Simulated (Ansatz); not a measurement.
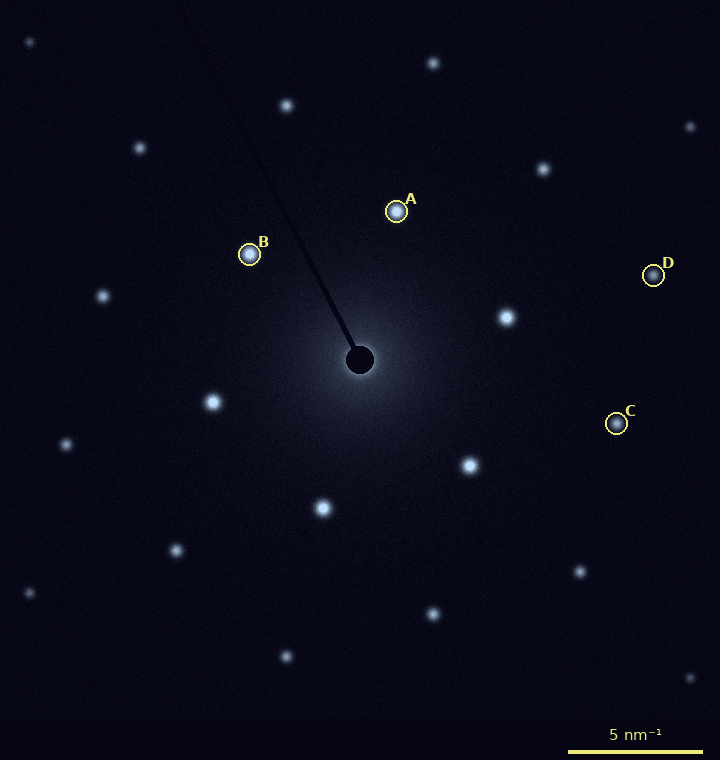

Kinematic zone-axis pattern, calculated for 80 keV electrons with B = 1 Å². The zone axis points towards the electron source and the pattern is seen from the source side.

The sample is Ni, space group Fd-3m (No. 227), a = 4.936 Å. Structure: the end point of a relaxation with DFT, LDA (PW92), plane waves (420 eV) with PAW, scalar-relativistic (Ansatz); the starting structure was generated, so it need not be a known form of this composition.

| atom | site | symmetry | x | y | z |
| --- | --- | --- | --- | --- | --- |
| Ni | 8b | -43m | 0.2500 | 0.2500 | 0.7500 |

Spot A is indexed -2 2 0 and spot B -2 0 2.

Q: Index the other marked spots.

A: C = A − 2B = 2 2 -4 (d = 1.008 Å). D = 2A − 2B = 0 4 -4 (d = 0.873 Å).

Q: Which zone axis is this?

A: The cross product of A and B is parallel to [111]; every spot obeys hu + kv + lw = 0.
